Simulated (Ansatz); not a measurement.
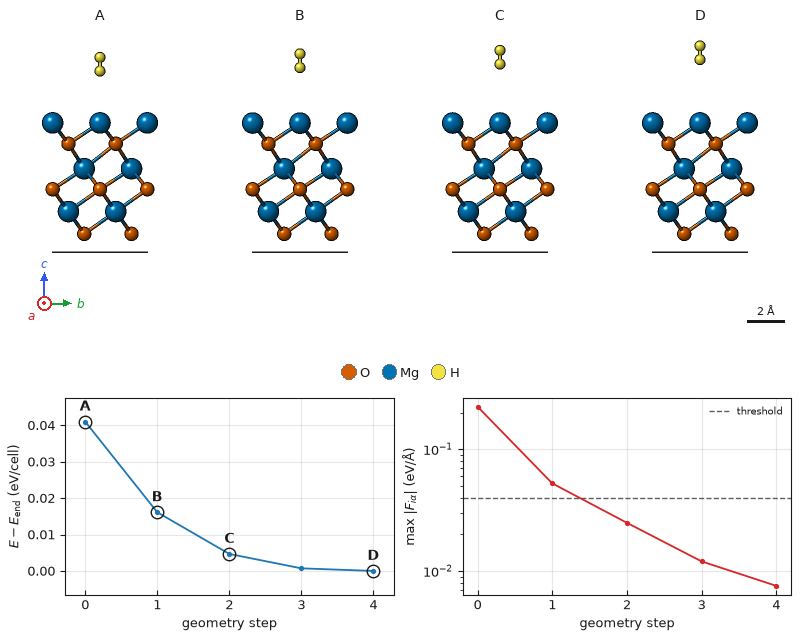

Frames of a constrained relaxation of a slab of composition Mg₆HO₆ (cut from the Fm-3m phase), marked on the history of the run. The picture is a ball-and-stick view of the cell of the calculation, outlined in the plane, without the vacuum (origin shifted), seen along the a axis.

Case: 1 H2 a cell, upright, over a top Mg site. The slab is the (1 1 1) face of MgO with H2 on it. 12 atoms are held fixed.

Level of theory: Ansatz, DFT PBE+D3(BJ), scalar-relativistic, plane waves, PAW.

The input:
```yaml
crystal:
  lattice:
    - [5.9506164706, 0.0, 0.0]
    - [-2.9753082353, 5.1533850317, 0.0]
    - [0.0, 0.0, 24.8233225033]
  atoms:
    - { symbol: O, position: [0.1666666667, 0.3333333333, 0.3222775677] }
    - { symbol: O, position: [0.1666666667, 0.8333333333, 0.3222775677] }
    - { symbol: O, position: [0.6666666667, 0.3333333333, 0.3222775677] }
    - { symbol: O, position: [0.6666666667, 0.8333333333, 0.3222775677] }
    - { symbol: Mg, position: [0.3333333333, 0.1666666667, 0.3712099578] }
    - { symbol: Mg, position: [0.3333333333, 0.6666666667, 0.3712099578] }
    - { symbol: Mg, position: [0.8333333333, 0.1666666667, 0.3712099578] }
    - { symbol: Mg, position: [0.8333333333, 0.6666666667, 0.3712099578] }
    - { symbol: O, position: [0.5, 0.5, 0.4201423479] }
    - { symbol: O, position: [0.5, 0.0, 0.4201423479] }
    - { symbol: O, position: [0.0, 0.5, 0.4201423479] }
    - { symbol: O, position: [0.0, 0.0, 0.4201423479] }
    - { symbol: Mg, position: [0.6666666667, 0.3333333333, 0.4652484622] }
    - { symbol: Mg, position: [0.6666666667, 0.8333333333, 0.4652484622] }
    - { symbol: Mg, position: [0.1666666667, 0.3333333333, 0.4652484622] }
    - { symbol: Mg, position: [0.1666666667, 0.8333333333, 0.4652484622] }
    - { symbol: O, position: [0.8333333333, 0.6666666667, 0.5200169952] }
    - { symbol: O, position: [0.8333333333, 0.1666666667, 0.5200169952] }
    - { symbol: O, position: [0.3333333333, 0.6666666667, 0.5200169952] }
    - { symbol: O, position: [0.3333333333, 0.1666666667, 0.5200169952] }
    - { symbol: Mg, position: [0.0, 0.5, 0.5657348909] }
    - { symbol: Mg, position: [0.0, 0.0, 0.5657348909] }
    - { symbol: Mg, position: [0.5, 0.5, 0.5657348909] }
    - { symbol: Mg, position: [0.5, 0.0, 0.5657348909] }
    - { symbol: H, position: [0.5, 0.0, 0.6793377335] }
    - { symbol: H, position: [0.5, 0.0, 0.7095512555] }
basis:
  ecutwfc: 420
kpoints:
  mp_grid: { grid: [3, 3, 1] }
hamiltonian:
  xc: pbe
  dispersion: d3bj
scf:
  occupations: { method: gaussian, width: 0.05 }
output:
  forces: true
  eigenvalues: true
relax:
  adjacent_minimum: "off"
  f_tol: 0.04
  max_steps: 100
  constraints: [{ sites: [0, 1, 2, 3, 4, 5, 6, 7, 8, 9, 10, 11] }]
efield:
  axis: 3
  dipole_correction: true
  ramp_width: 0.04
```

Run as
```bash
ansatz run input.yaml --threads 4 --pin off --max-ram 10240MiB --backend cpu --events-out ev --progress --plain --runs-dir out
```

Question: What happens along the run?

Answer: Over 4 geometry steps the energy falls by 41.0 meV per cell of the calculation. The largest force component goes from 0.22 to 0.0076 eV/Å. The largest moves, 0.62 Å, are those of H25 and H26. H26 goes along the normal (+c). By element the largest moves are H 0.62 Å, Mg 0.01 Å. O stays in place. The lattice vectors keep their values. From step 0 to 1: H atoms move most (0.19 Å), energy −24.9 meV per cell of the calculation. From step 1 to 2: H atoms move most (0.19 Å), energy −11.4 meV per cell of the calculation. From step 2 to 4: H atoms move most (0.24 Å), energy −4.7 meV per cell of the calculation.

Limits of the set-up: the periodic images lie only 6.0 Å apart, so the values are limited by the cell's size.
